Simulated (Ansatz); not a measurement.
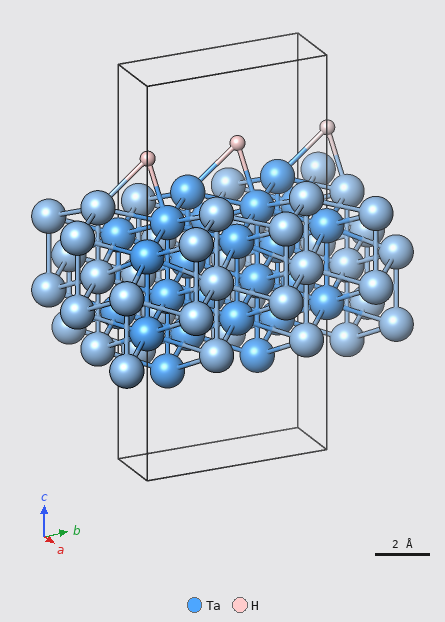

*The input geometry (ball-and-stick view of the 1 × 2 repeat of the cell, with the vacuum cut short, seen slightly off an axis; neighbours outside the cell are drawn fainter). An atom can appear more than once, as a periodic image.*

## Run report: Ta$_{8}$H, single-point calculation

Ta$_{8}$H (slab, 9 atoms in the cell), computed with DFT PBE+D3(BJ), scalar-relativistic, plane waves, PAW, no spin polarisation (Ansatz 0.2.0).

The structure derives from an entry of the Crystallography Open Database. It belongs to a series of runs on one base structure; here: H lifted by +0.70 A from its best place.

Log:
```
Engine: ansatz 0.2.0, x86_64-unknown-linux-gnu
Pseudopotentials: kind: paw
Pseudopotential: Ta, paw, valence charge 13, recommended cutoff 420 eV (normal), Ta.paw.azcp
Pseudopotential: H, paw, valence charge 1, recommended cutoff 420 eV (normal), H.paw.azcp
Functional definition: PBE
  parameter kappa = 0.804
  parameter beta = 0.06672455060314922
  exchange = pbe_x(kappa = kappa, mu = beta*pi^2/3)
  correlation = pbe_c(beta = beta)
Crystal: 9 atoms, lattice volume = 479.183 Å³
Basis set: ecut = 420 eV, 9427 PW (Γ), exchange–correlation on 64×64×360 points (8 copies of the dense FFT grid, shifted against one another)
Bands: 63, of which v1, the nominal top of the filled ones, is band 53 counted from 1 (52 counted from 0)
Symmetry: 1 space group operations
Space group: P1 (ITA 1), of the structure as read, at distance tolerance 7.8e-5 Å
k-points: 20 of 36 (time reversal used)
Non-local potential: Ta, projectors of the file, l = 0: 3, l = 1: 2, l = 2: 2, l = 3: 1
Non-local potential: H, projectors of the file, l = 0: 2, l = 1: 1
PAW form: soft (Blöchl's): semilocal exchange-correlation on the pseudo side does not see the compensation charge
PAW one-centre angular grid: Ta, 590 points (default); XC on 64 Gauss nodes
PAW one-centre angular grid: H, 110 points (default); XC on 64 Gauss nodes
Initial density: superposition of atomic densities (neutral atoms: chi_scale 0, normalization atom), corrected by the library's trained network
Initial wavefunctions: pseudopotential atomic-orbital guess
Functional: x = pbe(κ = 0.804, μ = 0.2195149727645171), c = pbe(β = 0.06672455060314922)
SCF iter   1: F=—  HF=-79470.409560 eV  |F-HF|=—  |Δ(HF+E_count)|=         —  Δρ=4.67e-3  dr2=3.98e-1  ethr=1.77e-3  p=-0.099 e·Å  D=-3.74e-2 V/Å  ΔV_dip=0.96 eV  dr2_dipole=1.69e-1  V_vac-E_F(+/−)=4.93/3.97 eV  ⟨swp⟩=11.1  Hψ=6536  notcnv=0
efield: sawtooth ramp at fractional position 0.9688 (placed from the atoms, in the widest stretch of the axis that holds none; the zero of the levels goes with the place), width 0.0400; the density the first Hamiltonian is built on has a dipole p = -0.099 e·Å; the dipole correction subtracts the counter field D = -3.74e-2 V/Å, which shifts the + side's vacuum level by +0.96 eV against the − side's; the planar-averaged density in the ramp window peaks in size at 1.5e-5 e/Å³
preconditioner: auto → LDOS  [metal: Δε(μ)=0.031 eV  Ē_g=3.492 eV  σ=0.100 eV  W_gap=0.17  n_scr=82 (ndim 8)  ℏωp=10.9 eV  f_vac=0.596  D(μ)=10.82/eV (n_scr^D=82)  β→1.0]
SCF iter   2: F=—  HF=-79470.372985 eV  |F-HF|=—  |Δ(HF+E_count)|=   3.66e-2  Δρ=1.66e-3  dr2=5.20e-2  ethr=3.79e-4  p=-0.182 e·Å  D=-6.85e-2 V/Å  ΔV_dip=1.76 eV  dr2_dipole=1.73e-2  V_vac-E_F(+/−)=5.12/3.37 eV  ⟨swp⟩=3.0  Hψ=2011  notcnv=0  defer=32
SCF iter   3: F=—  HF=-79470.372984 eV  |F-HF|=—  |Δ(HF+E_count)|=   1.56e-6  Δρ=5.40e-4  dr2=4.38e-3  ethr=4.95e-5  p=-0.170 e·Å  D=-6.40e-2 V/Å  ΔV_dip=1.64 eV  dr2_dipole=2.88e-4  V_vac-E_F(+/−)=5.08/3.44 eV  ⟨swp⟩=2.0  Hψ=1621  notcnv=0  defer=32
SCF iter   4: F=—  HF=-79470.372736 eV  |F-HF|=—  |Δ(HF+E_count)|=   2.48e-4  Δρ=2.08e-4  dr2=8.91e-4  ethr=4.17e-6  p=-0.176 e·Å  D=-6.65e-2 V/Å  ΔV_dip=1.70 eV  dr2_dipole=1.43e-4  V_vac-E_F(+/−)=5.08/3.37 eV  ⟨swp⟩=2.5  Hψ=1922  notcnv=0  defer=32
SCF iter   5: F=—  HF=-79470.372741 eV  |F-HF|=—  |Δ(HF+E_count)|=   5.37e-6  Δρ=8.72e-5  dr2=1.08e-4  ethr=8.49e-7  p=-0.178 e·Å  D=-6.71e-2 V/Å  ΔV_dip=1.72 eV  dr2_dipole=1.09e-5  V_vac-E_F(+/−)=5.08/3.36 eV  ⟨swp⟩=2.1  Hψ=1675  notcnv=0  defer=32
SCF iter   6: F=—  HF=-79470.372746 eV  |F-HF|=—  |Δ(HF+E_count)|=   5.08e-6  Δρ=2.05e-5  dr2=5.54e-6  ethr=1.03e-7  p=-0.179 e·Å  D=-6.74e-2 V/Å  ΔV_dip=1.73 eV  dr2_dipole=2.81e-8  V_vac-E_F(+/−)=5.08/3.35 eV  ⟨swp⟩=2.1  Hψ=1680  notcnv=0  defer=32
SCF iter   7: F=—  HF=-79470.372968 eV  |F-HF|=—  |Δ(HF+E_count)|=   2.22e-4  Δρ=8.27e-6  dr2=9.71e-7  ethr=5.28e-9  p=-0.179 e·Å  D=-6.76e-2 V/Å  ΔV_dip=1.73 eV  dr2_dipole=8.69e-9  V_vac-E_F(+/−)=5.08/3.34 eV  ⟨swp⟩=2.8  Hψ=2289  notcnv=0  defer=28
SCF iter   8: F=-79470.372968 eV  HF=-79470.372968 eV  |F-HF|=9.39e-8  |Δ(HF+E_count)|=   5.37e-7  Δρ=2.92e-6  dr2=7.55e-8  ethr=9.52e-11  p=-0.179 e·Å  D=-6.76e-2 V/Å  ΔV_dip=1.73 eV  dr2_dipole=7.43e-10  V_vac-E_F(+/−)=5.08/3.34 eV  ⟨swp⟩=23.1  Hψ=12286  notcnv=0
SCF 1 converged in 8 iterations: F = -79470.372968 eV  dr2 = 7.55e-8
  greatest PAW one-centre occupation: 1.000 electrons in one spin orbital (limit 2), on the Ta atom at site 1 (counted from 0), in its partial waves of l = 0
```

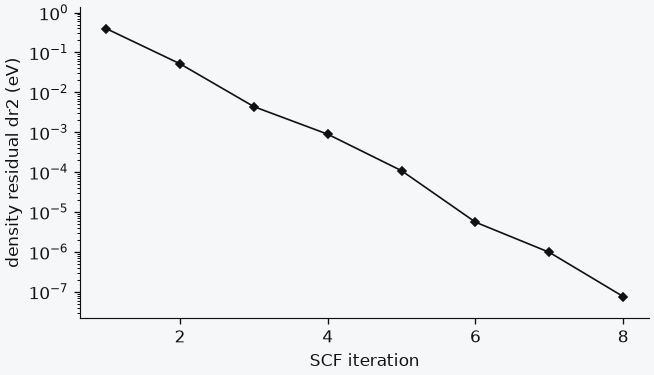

*Convergence of the self-consistent field: density residual dr2 against the SCF iteration.*

The residual falls at every step.

```
WARN: The output density's exchange-correlation potential varies sharply where the density is thin. Do not read a vacuum level from v_tot or v_xc, or from such a field of the output density. On a cell that repeats whose density bears no net charge and no dipole along the vacuum's axis use v_es (v_loc + v_h of the components); under efield.dipole_correction with no amplitude use v_es + v_field, which holds any external_charges[].barrier, or the levels of the report's work_function block, which leave it out; under a non-zero efield.amplitude the vacuum is tilted and has no level; on a cell that repeats and bears such a dipole with no correction it is tilted too, and efield.dipole_correction with no amplitude gives each side of its ramp a level where efield: is served; in a cell that repeats whose density bears a net charge (total_charge, or a fill off its count) it is curved and has none; of a slab under crystal.periodic whose density bears no net charge use v_es, which has a level on each side, short of where the two are joined; of another it falls or rises all the way out and has none; of a slab beside external_charges read slab_vacuum_level instead, which it has where they leave it neutral. The grid or the basis barely resolves most such structure, and the values can differ between equally converged runs; as a rule a tighter scf.convergence.dr2_threshold does not remove it. Where the density itself ripples (under the LDA too) a higher basis.ecutwfc lessens it. The files hold the spikes' plane waves up to the density's cutoff. Files: v_tot_of_output_density and the like, and their columns of v_z.tsv (output.write_potential); v_xc_of_output_density and the like, and their columns of v_comp_z.tsv (output.write_potential_components). Measured: with its Gaussian average of σ = 0.25 Å subtracted twice, the exchange-correlation potential is over 0.1 eV at 22 of the grid points where the equally averaged density (valence and model cores) is under 1e-3 e/Å³, and 0.174 eV at the most among them, at an averaged density of 1.0e-3 e/Å³. The input density's (outcome.potential() and, of a run that writes arrays, v_tot and v_xc) is over 0.1 eV, so measured, at 481 points of its own thin density, 0.174 eV at the most. See output.write_potential in the manual, Limitations
SCF converged after 8 iterations
Free energy (F): -79470.372968 eV
Harris-Foulkes:  -79470.372968 eV  (|F-HF|=9.39e-8)
Internal energy: -79470.315358 eV  (E = F + TS)
E sigma→0 (E₀):  -79470.344163 eV
Entropy (-TS):   -0.057610 eV (-6.401 meV/atom)
Fermi energy:    2.795781 eV
Dipole field:    D = -0.067600 V/Å  (p = -0.179014 e·Å, saw-weighted, corrected)
Work function:   Φ+ = 5.0768 eV   Φ− = 3.3437 eV
Levels:          The Fermi level and band energies are counted from a zero that moves with the ramp; work functions are not
--- Per-component energies (eV) ---
  E_band       = -2489.202291
  E_kinetic    = 2929.491383
  E_local      = -117554.462863  (includes V_loc(G=0)·N_el)
  E_nonlocal   = 123.339045
  E_hartree    = 57276.535116
  E_xc         = -1748.048838
  E_vxc        = -1632.487439  (∫ρ·V_xc dr)
  E_paw        = -67173.066760  (= ΣΔE_a)
  E_vpaw       = -903.143409  (= ΣTr[D̂ρ^β])
  E_aug_tail   = 0.000257  (compensation charges beyond the density's cutoff)
  E_efield     = 0.006051  (sawtooth field / dipole correction)
  E_vefield    = -5.004057  (∫n·V_field dr)
  E_ewald      = 46679.523508
  E_disp       = -3.632257  (pairwise vdW)
  E_smearing   = -0.057610  (= −TS)
  E_closure    = 0.000000  (closes the sum)
  Σ components = -79470.372968   (vs F -79470.372968, Δ=0.00e0)
--- Forces (eV/Å), atoms counted from 1 ---
  atom   1  Ta     0.01129238     0.00572820     1.87225801
  atom   2  Ta    -0.00965686    -0.02525922    -0.16219564
  atom   3  Ta     0.01197383     0.06198123    -1.18736794
  atom   4  Ta     0.03006952     0.01188787    -0.96881730
  atom   5  Ta     0.00506049     0.01901771     0.11815888
  atom   6  Ta    -0.02396002    -0.07893622    -0.38161316
  atom   7  Ta    -0.24696488    -0.55964044     1.42102191
  atom   8  Ta    -0.08935114     0.58987797     1.16979251
  atom   9  H      0.31153229    -0.02465611    -1.88133068
  max |Σ_I F_I| component: 9.34e-5 eV/Å
--- Stress (GPa, compression-positive) ---
       -1.966842       0.084755       0.183716
        0.084755      -2.287028       0.064403
        0.183716       0.064403      -2.103841
  P = ⅓ Tr σ = -2.1192 GPa (-21.192 kbar)
--- Band table (eV; the first three rows and the last of 20) ---
  k-point 0: bands = ["-65.0592", "-64.8700", "-64.5334", "-64.4917", "-64.2137", "-64.2119", "-64.1138", "-64.0191", "-31.7660", "-31.7057", "-31.5530", "-31.5479", "-31.4944", "-31.4908", "-31.2536", "-31.2514", "-31.2158", "-31.2135", "-31.2050", "-31.0228", "-30.9500", "-30.9210", "-30.9164", "-30.8849", "-30.5970", "-30.5927", "-30.4873", "-30.4683", "-30.4666", "-30.3443", "-30.2848", "-30.2811", "-4.5781", "-2.9460", "-0.8884", "-0.7416", "-0.7403", "0.3655", "0.4613", "0.6494", "0.8591", "1.0971", "1.2381", "1.2402", "1.5082", "1.5135", "1.6137", "1.8870", "1.9213", "2.2056", "2.2154", "2.6094", "2.6150", "2.8505", "3.1840", "3.1924", "3.5676", "4.3878", "5.1667", "5.1845", "5.2751", "5.4474", "5.9791"]
  k-point 1: bands = ["-65.0588", "-64.8687", "-64.5313", "-64.4900", "-64.2157", "-64.2145", "-64.1100", "-64.0244", "-31.7745", "-31.7218", "-31.5729", "-31.5570", "-31.5502", "-31.5079", "-31.2725", "-31.2613", "-31.2286", "-31.1636", "-31.1620", "-31.0063", "-30.9488", "-30.9077", "-30.8780", "-30.8025", "-30.6064", "-30.5813", "-30.5249", "-30.4676", "-30.4650", "-30.3541", "-30.3168", "-30.2798", "-4.1822", "-2.6497", "-0.8753", "-0.5762", "-0.5151", "-0.0248", "0.1918", "0.5575", "0.6229", "0.8022", "1.1522", "1.2701", "1.4552", "1.6096", "1.7712", "1.8755", "1.9880", "2.4302", "2.4577", "2.7137", "2.7388", "2.9971", "3.2243", "3.5195", "3.7989", "4.4063", "4.9255", "5.0681", "5.0771", "5.1706", "5.9479"]
  k-point 2: bands = ["-65.0579", "-64.8661", "-64.5270", "-64.4865", "-64.2209", "-64.2183", "-64.1003", "-64.0371", "-31.7951", "-31.7554", "-31.6449", "-31.6035", "-31.5503", "-31.4785", "-31.3101", "-31.2976", "-31.2181", "-31.1539", "-31.0979", "-30.9471", "-30.9224", "-30.8847", "-30.8072", "-30.7096", "-30.6367", "-30.6067", "-30.5561", "-30.4887", "-30.4697", "-30.3888", "-30.3045", "-30.2771", "-3.1096", "-1.8948", "-0.8586", "-0.7904", "-0.3351", "-0.2397", "0.0704", "0.1143", "0.5739", "1.0320", "1.0738", "1.1984", "1.3459", "1.6459", "1.6784", "1.8424", "1.9037", "2.3627", "2.6275", "2.7856", "2.9783", "3.1631", "3.3687", "3.5247", "3.9574", "4.3807", "4.5638", "4.7859", "4.8925", "5.2297", "5.3360"]
  k-point 19: bands = ["-65.0575", "-64.8648", "-64.5249", "-64.4846", "-64.2239", "-64.2200", "-64.0936", "-64.0455", "-31.8073", "-31.7664", "-31.6770", "-31.6244", "-31.5415", "-31.4582", "-31.3091", "-31.2953", "-31.2116", "-31.1736", "-31.0712", "-30.9589", "-30.9007", "-30.8964", "-30.7747", "-30.7181", "-30.6204", "-30.5876", "-30.5444", "-30.5372", "-30.4738", "-30.3848", "-30.2907", "-30.2774", "-1.7612", "-1.6410", "-1.4058", "-1.1293", "-0.7057", "-0.0675", "0.2180", "0.4570", "0.7755", "0.8279", "1.1962", "1.3719", "1.4510", "1.5672", "1.6832", "1.9060", "1.9663", "2.1109", "2.2227", "2.3226", "2.5037", "3.1060", "3.2312", "3.5985", "3.8326", "4.3475", "4.5358", "4.6594", "5.0410", "5.3721", "5.5020"]
```

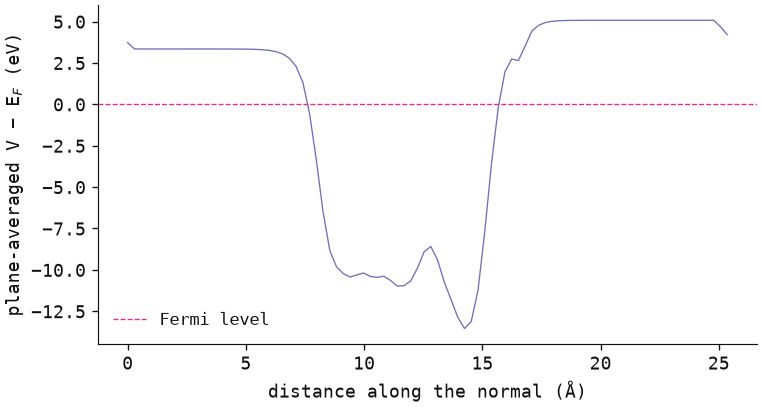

*Plane average of the electrostatic potential energy of an electron across the cell, from the Fermi level.*

The vacuum level lies 5.08 eV above the Fermi level on the upper side and 3.34 eV on the lower.

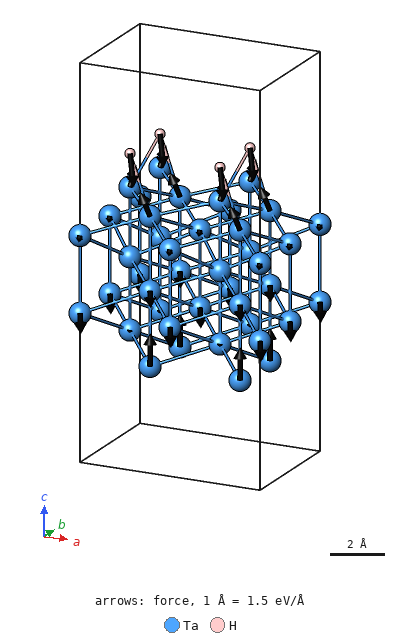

*Forces on the atoms as black arrows (ball-and-stick view of the 2 × 2 repeat of the cell, with the vacuum cut short, seen slightly off an axis); the smallest are left out.*

The largest act on H9 (1.91 eV/Å); Ta1 (1.87 eV/Å); Ta7 (1.55 eV/Å); Ta8 (1.31 eV/Å), among others. Atoms are counted from 1 in the order of the input and aren't labelled in the picture. The geometry is not a stationary point of this energy.

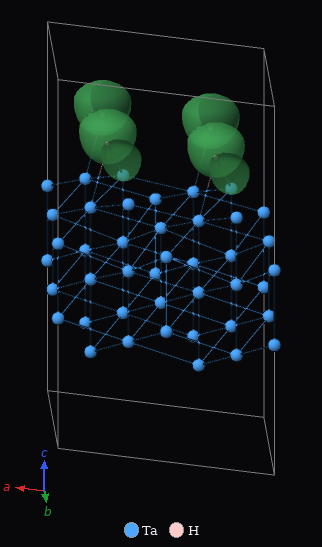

*Isosurface of the ELF at 0.9 (green), seen at an oblique angle. Core shells and regions of very low density are left out. Sticks mark near contacts.*

Values along the shortest contacts: Ta–H (2.52 Å): the ELF climbs to about 1 towards the hydrogen, as it does in any bond to H. Ta–Ta (2.63 Å): the ELF is about 0.40 at the midpoint (no shared electron pair). In a PAW calculation such maps are meaningful between the atoms, not at the nuclei.

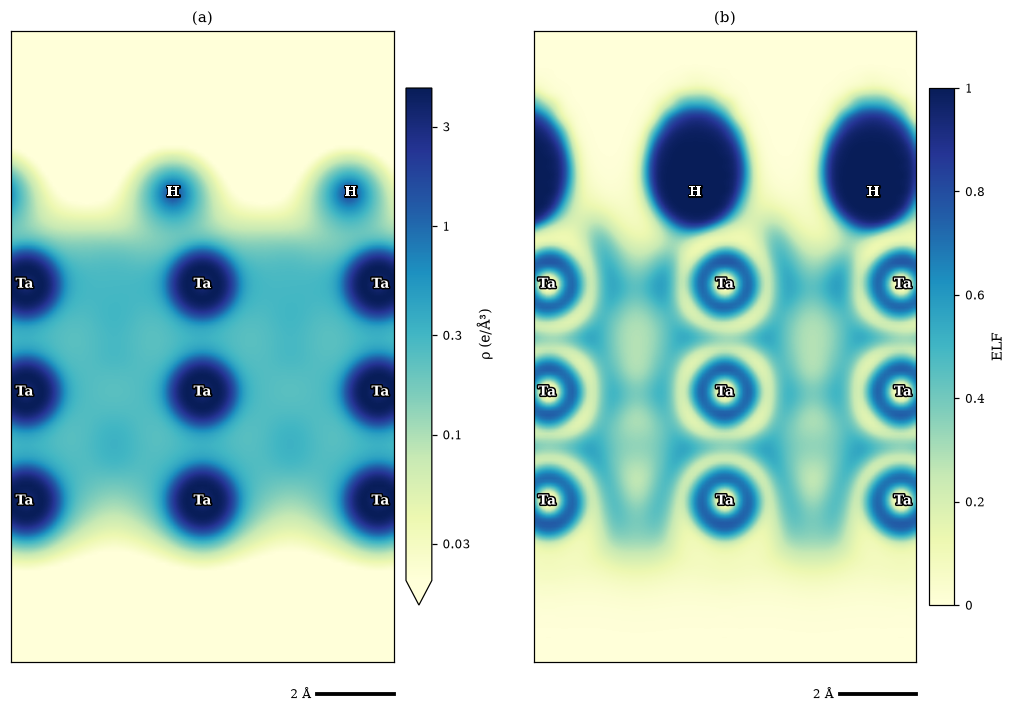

*(a) valence pseudo-density; (b) electron localisation function on the (11̄0) plane of the calculation cell, a cut from vacuum to vacuum.*

Atoms in the plane: Ta and H. Ta–H (2.52 Å): ρ at the midpoint is about 0.22 e/Å³, with its minimum of 0.19 e/Å³ about 1.5 Å from Ta; the ELF climbs to about 1 towards the hydrogen. Ta–Ta (2.81 Å): ρ at the midpoint is about 0.33 e/Å³; the ELF is about 0.30 at the midpoint; no shared electron pair. The density dies away to nearly zero in the vacuum. The strong features right at Ta lie inside the PAW spheres (semicore, d or f shells) and say nothing about bonding.

This output came from the following input.

Input:
```yaml
crystal:
  lattice:
    - [4.6456161668, 0.0, 0.0]
    - [-2.3228080834, 4.0232216167, 0.0]
    - [0.0, 0.0, 25.6379770039]
  atoms:
    - { symbol: Ta, position: [0.6666666667, 0.3333333333, 0.331539419] }
    - { symbol: Ta, position: [0.3333333333, 0.6666666667, 0.3685268315] }
    - { symbol: Ta, position: [0.0, 0.0, 0.4055142438] }
    - { symbol: Ta, position: [0.6666666667, 0.3333333333, 0.4425016562] }
    - { symbol: Ta, position: [0.3333333333, 0.6666666667, 0.4762660038] }
    - { symbol: Ta, position: [0.0, 0.0, 0.519856666] }
    - { symbol: Ta, position: [0.6666666667, 0.3333333333, 0.5522688407] }
    - { symbol: Ta, position: [0.3333333333, 0.6666666667, 0.578937064] }
    - { symbol: H, position: [0.5, 1.1666666667, 0.6459958772] }
basis:
  ecutwfc: 420
kpoints:
  mp_grid: { grid: [6, 6, 1] }
hamiltonian:
  xc: pbe
  dispersion: d3bj
scf:
  occupations: { method: gaussian, width: 0.1 }
output:
  forces: true
  stress: true
  eigenvalues: true
  write_density: true
  write_potential: true
  elf: true
  volumetric_format: npy
efield:
  axis: 3
  dipole_correction: true
  ramp_width: 0.04
```

Command:
```bash
ansatz run input.yaml --threads 2 --pin off --max-ram 5120MiB --backend cpu --events-out ev --progress --plain --runs-dir out
```

Results in brief:

```csv
quantity,value
outcome,converged
electrons treated,105
free energy,−79470.3730 eV
"work function, top face",5.08 eV
"work function, bottom face",3.34 eV
Fermi energy,2.796 eV
gap on the k-point mesh,none (metallic)
work function (upper face),5.08 eV
largest force (length of the vector),1.907 eV/Å
hardware,"2 threads of Intel Xeon @ 2.50GHz (Skylake/Cascade Lake), 96 GiB of memory available, shared host"
wall time,39 s (CPU time 74 s)
peak memory,0.95 GiB
```

The program warns: the exchange-correlation potential is rough where the density is thin. Spin–orbit coupling is left out, which matters for Ta.
